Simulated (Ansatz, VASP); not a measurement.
## Si (Si(110)) in two plane-wave programs

Aim: how closely do two programs agree when they are given the same cell, functional and k mesh?

Program: Ansatz 0.2.0. Level of theory: plane waves, with VASP 6.6.1 beside it; band structure at PBE. Results are calculated unless marked as measured.

**1. Set-up**

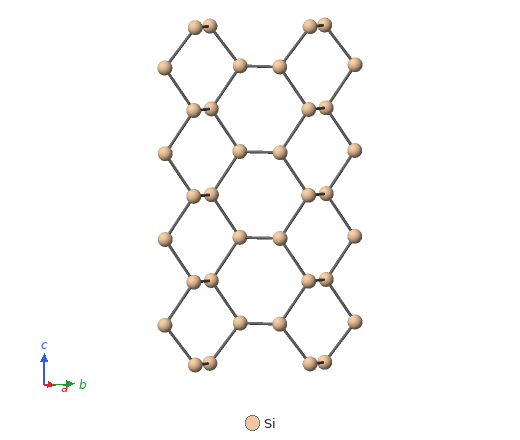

The cell as given, from the side, with the c axis up (silicon light orange). 1×2×1 cells are drawn.

The cell holds 18 atoms: 18 Si. Cell: a = 3.828 Å, b = 5.414 Å, c = 31.547 Å, α = 90.0°, β = 90.0°, γ = 90.0°. It derives from Si. As first built, before any earlier steps moved the atoms: 9 layers, strained by -1 % in the plane. Vacuum lies along c.

**2. VASP: band structure, PBE**

The same path points are solved in both programs, so levels can be compared one by one.

Lines of VASP's logs that name or quote its potential files are left out, and so is its time.

Contents of INCAR:

```
SYSTEM = Si
PREC = Normal
ENCUT = 320
EDIFF = 1E-06
NELM = 120
ISMEAR = 0
SIGMA = 0.03
LREAL = Auto
ALGO = Fast
GGA = PE
NBANDS = 54
LORBIT = 11
LWAVE = .FALSE.
LCHARG = .TRUE.
KPAR = 2
IDIPOL = 3
LDIPOL = .TRUE.
DIPOL = 0.5 0.5 0.5
LVHAR = .TRUE.
LVACPOTAV = .TRUE.
NEDOS = 1500
```

Contents of POSCAR:

```
Si
1.0
    3.8282773623      0.0000000000      0.0000000000
    0.0000000000      5.4140017663      0.0000000000
    0.0000000000      0.0000000000     31.5469775328
Si
18
Direct
    0.7500000000      0.3871516830      0.7428622901
    0.2500000000      0.6128483170      0.7428622901
    0.2500000000      0.8770325606      0.6852285892
    0.7500000000      0.1229674394      0.6852285892
    0.7500000000      0.3746697443      0.6236303267
    0.2500000000      0.6253302557      0.6236303267
    0.2500000000      0.8739745488      0.5617961432
    0.7500000000      0.1260254512      0.5617961432
    0.7500000000      0.3739837134      0.5000000000
    0.2500000000      0.6260162866      0.5000000000
    0.2500000000      0.8739745488      0.4382038568
    0.7500000000      0.1260254512      0.4382038568
    0.7500000000      0.3746697443      0.3763696733
    0.2500000000      0.6253302557      0.3763696733
    0.2500000000      0.8770325606      0.3147714108
    0.7500000000      0.1229674394      0.3147714108
    0.7500000000      0.3871516830      0.2571377099
    0.2500000000      0.6128483170      0.2571377099
```

Contents of KPOINTS:

```
Automatic mesh
0
Gamma
6 5 1
0 0 0
```

Contents of KPOINTS_OPT:

```
Line mode
14
Line-mode
Reciprocal
  0.00000000   0.00000000   0.00000000 GAMMA
  0.50000000   0.00000000   0.00000000 X

  0.50000000   0.00000000   0.00000000 X
  0.50000000   0.50000000   0.00000000 S

  0.50000000   0.50000000   0.00000000 S
  0.00000000   0.50000000   0.00000000 Y

  0.00000000   0.50000000   0.00000000 Y
  0.00000000   0.00000000   0.00000000 GAMMA

  0.00000000   0.00000000   0.00000000 GAMMA
  0.50000000   0.50000000   0.00000000 S
```

The projector-augmented-wave data sets are Si (PBE family, release 64).

Started as:

```sh
mpirun -np 4 vasp_std
```

Numbers of over 12 decimals in the logs are rounded to 6 here.

Log:

```text
[banner, memory and clock lines left out]
running    4 mpi-ranks, on    1 nodes
 distrk:  each k-point on    2 cores,    2 groups
 distr:  one band on    1 cores,    2 groups

 POSCAR found type information on POSCAR Si
 POSCAR found :  1 types and      18 ions
 LDA part: xc-table for (Slater+PW92), standard interpolation
 POSCAR, INCAR and KPOINTS ok, starting setup
 FFT: planning ... GRIDC
 FFT: planning ... GRID_SOFT
 FFT: planning ... GRID
 WAVECAR not read
 entering main loop
       N       E                     dE             d eps       ncg     rms          rms(c)
DAV:   1     0.217626641602E+03    0.21763E+03   -0.19217E+04  1296   0.699E+02
DAV:   2    -0.732550440673E+02   -0.29088E+03   -0.27876E+03  1722   0.154E+02
DAV:   3    -0.940790531570E+02   -0.20824E+02   -0.20370E+02  1554   0.400E+01
DAV:   4    -0.948903152872E+02   -0.81126E+00   -0.80673E+00  1992   0.887E+00
DAV:   5    -0.949126811136E+02   -0.22366E-01   -0.22355E-01  1812   0.144E+00    0.147E+01
RMM:   6    -0.933647093665E+02    0.15480E+01   -0.13211E+00  1413   0.240E+00    0.875E+00
RMM:   7    -0.928624473544E+02    0.50226E+00   -0.24759E+00  1526   0.357E+00    0.105E+00
RMM:   8    -0.928265670252E+02    0.35880E-01   -0.22613E-01  1575   0.155E+00    0.667E-01
RMM:   9    -0.928162460282E+02    0.10321E-01   -0.75834E-02  1493   0.807E-01    0.214E-01
RMM:  10    -0.928168980228E+02   -0.65199E-03   -0.16786E-02  1794   0.415E-01    0.252E-01
RMM:  11    -0.928177167190E+02   -0.81870E-03   -0.47690E-03  1855   0.189E-01    0.196E-01
RMM:  12    -0.928178278769E+02   -0.11116E-03   -0.55315E-03  1588   0.151E-01    0.764E-02
RMM:  13    -0.928175978880E+02    0.22999E-03   -0.10055E-03  1515   0.810E-02    0.376E-02
RMM:  14    -0.928176746871E+02   -0.76799E-04   -0.22618E-04  1790   0.380E-02    0.220E-02
RMM:  15    -0.928179862818E+02   -0.31159E-03   -0.32891E-04  1630   0.290E-02    0.122E-02
RMM:  16    -0.928180385402E+02   -0.52258E-04   -0.45436E-05  1615   0.158E-02    0.129E-02
RMM:  17    -0.928180919210E+02   -0.53381E-04   -0.18041E-05  1509   0.106E-02    0.343E-03
RMM:  18    -0.928181143388E+02   -0.22418E-04   -0.10409E-05  1424   0.711E-03    0.467E-03
RMM:  19    -0.928181382856E+02   -0.23947E-04   -0.26592E-06  1167   0.414E-03    0.310E-03
RMM:  20    -0.928181563897E+02   -0.18104E-04   -0.43132E-06  1329   0.393E-03    0.154E-03
RMM:  21    -0.928181726613E+02   -0.16272E-04   -0.66910E-07   971   0.210E-03    0.454E-04
RMM:  22    -0.928181799718E+02   -0.73105E-05   -0.36275E-07   783   0.130E-03    0.433E-04
RMM:  23    -0.928181863611E+02   -0.63893E-05   -0.32448E-07   675   0.113E-03    0.257E-04
RMM:  24    -0.928181872125E+02   -0.85142E-06   -0.60249E-08   487   0.876E-04
|                                                                             |
|           W    W    AA    RRRRR   N    N  II  N    N   GGGG   !!!           |
|           W    W   A  A   R    R  NN   N  II  NN   N  G    G  !!!           |
|           W    W  A    A  R    R  N N  N  II  N N  N  G       !!!           |
|           W WW W  AAAAAA  RRRRR   N  N N  II  N  N N  G  GGG   !            |
|           WW  WW  A    A  R   R   N   NN  II  N   NN  G    G                |
|           W    W  A    A  R    R  N    N  II  N    N   GGGG   !!!           |
|                                                                             |
|     Did not find any points to average over, which means that no vacuum     |
|     field-free region was found. Please increase the size of  your cell     |
|     in the dimension of the dipole correction to obtain accurate            |
|     workfunction values.                                                    |
|                                                                             |

   1 F= -.92818187E+02 E0= -.92813576E+02  d E =-.922163E-02
 Start KPOINTS_OPT (optional k-point list driver)
k-point batch [1-12\70]
       N       E                     dE             ncg
DAV:   1     0.267357641598E+03   -0.69883E+04     1296
DAV:   2    -0.311441291675E+04   -0.33818E+04     1656
DAV:   3    -0.336671039879E+04   -0.25230E+03     1592
DAV:   4    -0.337600947292E+04   -0.92991E+01     1832
DAV:   5    -0.337630655170E+04   -0.29708E+00     1724
DAV:   6    -0.337632280314E+04   -0.16251E-01     2010
DAV:   7    -0.337632329122E+04   -0.48808E-03     1698
DAV:   8    -0.337632332380E+04   -0.32579E-04     1720
DAV:   9    -0.337632332603E+04   -0.22269E-05     1298
DAV:  10    -0.337632332625E+04   -0.21960E-06     1080
[...]
k-point batch [61-70\70]
       N       E                     dE             ncg
DAV:   1     0.275584430104E+03   -0.12499E+05     1080
DAV:   2    -0.247201625568E+04   -0.27476E+04     1466
DAV:   3    -0.265687476911E+04   -0.18486E+03     1312
DAV:   4    -0.266316504782E+04   -0.62903E+01     1584
DAV:   5    -0.266335598688E+04   -0.19094E+00     1458
DAV:   6    -0.266336551948E+04   -0.95326E-02     1648
DAV:   7    -0.266336591917E+04   -0.39969E-03     1488
DAV:   8    -0.266336594582E+04   -0.26648E-04     1432
DAV:   9    -0.266336594706E+04   -0.12433E-05     1120
DAV:  10    -0.266336594715E+04   -0.92641E-07      968
```

From OUTCAR (step 2):

```text
ion  position               nearest neighbor table
   1  0.750  0.387  0.743-   2 2.27   2 2.27   4 2.31
   2  0.250  0.613  0.743-   1 2.27   1 2.27   3 2.31
   3  0.250  0.877  0.685-   2 2.31   4 2.33   4 2.33   6 2.37
   4  0.750  0.123  0.685-   1 2.31   3 2.33   3 2.33   5 2.37
   5  0.750  0.375  0.624-   6 2.35   6 2.35   8 2.37   4 2.37
   6  0.250  0.625  0.624-   5 2.35   5 2.35   7 2.37   3 2.37
   7  0.250  0.874  0.562-   8 2.35   8 2.35  10 2.37   6 2.37
   8  0.750  0.126  0.562-   7 2.35   7 2.35   9 2.37   5 2.37
   9  0.750  0.374  0.500-  10 2.35  10 2.35  12 2.37   8 2.37
  10  0.250  0.626  0.500-   9 2.35   9 2.35  11 2.37   7 2.37
  11  0.250  0.874  0.438-  12 2.35  12 2.35  10 2.37  14 2.37
  12  0.750  0.126  0.438-  11 2.35  11 2.35   9 2.37  13 2.37
  13  0.750  0.375  0.376-  14 2.35  14 2.35  12 2.37  16 2.37
  14  0.250  0.625  0.376-  13 2.35  13 2.35  11 2.37  15 2.37
  15  0.250  0.877  0.315-  18 2.31  16 2.33  16 2.33  14 2.37
  16  0.750  0.123  0.315-  17 2.31  15 2.33  15 2.33  13 2.37
  17  0.750  0.387  0.257-  18 2.27  18 2.27  16 2.31
  18  0.250  0.613  0.257-  17 2.27  17 2.27  15 2.31

  LATTYP: Found a simple orthorhombic cell.
 ALAT       =     3.8282773623
 B/A-ratio  =     1.4142135624
 C/A-ratio  =     8.2405151318

 Subroutine GETGRP returns: Found  8 space group operations
 (whereof  4 operations were pure point group operations)

The static configuration has the point symmetry C_2h.
 The point group associated with its full space group is D_2h.

 Found     12 irreducible k-points:

   k-points           NKPTS =     12   k-points in BZ     NKDIM =     12   number of bands    NBANDS=     54

   dimension x,y,z NGX =    18 NGY =   24 NGZ =  140
   dimension x,y,z NGXF=    36 NGYF=   48 NGZF=  280

   ENCUT  =  320.0 eV  23.52 Ry    4.85 a.u.   5.58  7.90 46.01*2*pi/ulx,y,z

   NELECT =      72.0000    total number of electrons

 k-points in reciprocal lattice and weights: Automatic mesh
   0.00000000  0.00000000  0.00000000       0.033
   0.16666667  0.00000000  0.00000000       0.067
   0.33333333  0.00000000  0.00000000       0.067
   0.50000000  0.00000000  0.00000000       0.033
   0.00000000  0.20000000  0.00000000       0.067
   0.16666667  0.20000000  0.00000000       0.133
   0.33333333  0.20000000  0.00000000       0.133
   0.50000000  0.20000000  0.00000000       0.067
   0.00000000  0.40000000  0.00000000       0.067
   0.16666667  0.40000000  0.00000000       0.133
   0.33333333  0.40000000  0.00000000       0.133
   0.50000000  0.40000000  0.00000000       0.067

 dipolmoment           0.000000      0.000000     -0.000000 electrons x Angstroem

 average (electrostatic) potential at core
       1 -87.9714       2 -87.9714       3 -88.1460       4 -88.1460       5 -88.1606
       6 -88.1606       7 -88.1831       8 -88.1831       9 -88.1838      10 -88.1838
      11 -88.1831      12 -88.1831      13 -88.1606      14 -88.1606      15 -88.1460
      16 -88.1460      17 -87.9714      18 -87.9714

 E-fermi :   1.0807

 k-point     1 :       0.0000    0.0000    0.0000
  band No.  band energies     occupation
    ...
     31       0.1130      2.00000
     32       0.4950      2.00000
     33       0.7591      2.00000
     34       0.9148      2.00000
     35       1.0354      1.96735
     36       1.2097      0.00000
     37       1.7885      0.00000
     38       1.8797      0.00000
     39       2.0160      0.00000
     40       2.3008      0.00000
    ...

 k-point     2 :       0.1667    0.0000    0.0000
  band No.  band energies     occupation
    ...
     32      -0.4861      2.00000
     33      -0.1649      2.00000
     34      -0.0328      2.00000
     35       0.6815      2.00000
     36       0.7416      2.00000
     37       1.8779      0.00000
     38       2.1991      0.00000
     39       2.5619      0.00000
     40       2.7895      0.00000
     41       2.8897      0.00000
    ...

 k-point     3 :       0.3333    0.0000    0.0000
  band No.  band energies     occupation
    ...
     32      -1.3017      2.00000
     33      -0.9921      2.00000
     34      -0.3173      2.00000
     35       0.3199      2.00000
     36       0.4119      2.00000
     37       1.5526      0.00000
     38       1.7310      0.00000
     39       1.9437      0.00000
     40       2.1286      0.00000
     41       2.6458      0.00000
    ...

  Total        6.8598702      5.1341640     -0.6935113      0.0000000      0.0000000      0.0000000
  in kB       16.8091958     12.5805832     -1.6993569      0.0000000      0.0000000      0.0000000
  external PRESSURE =       9.2301407 kB  Pullay stress =       0.0000000 kB

  energy-cutoff  :      320.00
  volume of cell :      653.85
      direct lattice vectors                 reciprocal lattice vectors
     3.828277362  0.000000000  0.000000000     0.261214093  0.000000000  0.000000000
     0.000000000  5.414001766  0.000000000     0.000000000  0.184706257  0.000000000
     0.000000000  0.000000000 31.546977533     0.000000000  0.000000000  0.031698758

 POSITION                                       TOTAL-FORCE (eV/Angst)
 -----------------------------------------------------------------------------------
      2.87121      2.09604     23.43506         0.000000     -0.008436     -0.002496
      0.95707      3.31796     23.43506         0.000000      0.008436     -0.002496
      0.95707      4.74826     21.61689         0.000000      0.015300     -0.005214
      2.87121      0.66575     21.61689         0.000000     -0.015300     -0.005214
      2.87121      2.02846     19.67365         0.000000     -0.007845     -0.017130
      0.95707      3.38554     19.67365         0.000000      0.007845     -0.017130
      0.95707      4.73170     17.72297        -0.000000     -0.009275      0.000099
      2.87121      0.68230     17.72297        -0.000000      0.009275      0.000099
      2.87121      2.02475     15.77349         0.000000      0.017698     -0.000000
      0.95707      3.38925     15.77349         0.000000     -0.017698     -0.000000
      0.95707      4.73170     13.82401         0.000000     -0.009275     -0.000099
      2.87121      0.68230     13.82401        -0.000000      0.009275     -0.000099
      2.87121      2.02846     11.87333         0.000000     -0.007845      0.017130
      0.95707      3.38554     11.87333         0.000000      0.007845      0.017130
      0.95707      4.74826      9.93009        -0.000000      0.015300      0.005214
      2.87121      0.66575      9.93009         0.000000     -0.015300      0.005214
      2.87121      2.09604      8.11192         0.000000     -0.008436      0.002496
      0.95707      3.31796      8.11192         0.000000      0.008436      0.002496
 -----------------------------------------------------------------------------------
    total drift:                               -0.000000      0.000000     -0.000000

  FREE ENERGIE OF THE ION-ELECTRON SYSTEM (eV)
  ---------------------------------------------------
  free  energy   TOTEN  =       -92.8181872125 eV

  energy  without entropy=      -92.8089655794  energy(sigma->0) =      -92.81357640

 vacuum level on the upper side and lower side of the slab         5.903         5.903

 total charge
# of ion       s       p       d       tot
------------------------------------------
    1        0.783   0.899   0.000   1.682
    2        0.783   0.899   0.000   1.682
    3        0.763   0.925   0.000   1.688
    4        0.763   0.925   0.000   1.688
    5        0.757   0.931   0.000   1.687
    6        0.757   0.931   0.000   1.687
    7        0.754   0.934   0.000   1.688
    8        0.754   0.934   0.000   1.688
    9        0.753   0.935   0.000   1.688
   10        0.753   0.935   0.000   1.688
   11        0.754   0.934   0.000   1.688
   12        0.754   0.934   0.000   1.688
   13        0.757   0.931   0.000   1.687
   14        0.757   0.931   0.000   1.687
   15        0.763   0.925   0.000   1.688
   16        0.763   0.925   0.000   1.688
   17        0.783   0.899   0.000   1.682
   18        0.783   0.899   0.000   1.682
--------------------------------------------------
tot         13.730  16.624   0.000  30.355

[... 3 further parts left out ...]
```

(Part 1 of 2 ends here.)

[Lines on the potential files, build, host, timing and source positions are cut from VASP's logs without a mark.]

[Logs are printed without paths, hosts, clocks, repeated set-up lines and the standing remarks that a program may print on its own settings, such as how far it seeks lower states.]

[Hosts, paths, dates, database ids (printed as entryN), source tags and the programs' standing remarks are cut or masked in the printed files.]
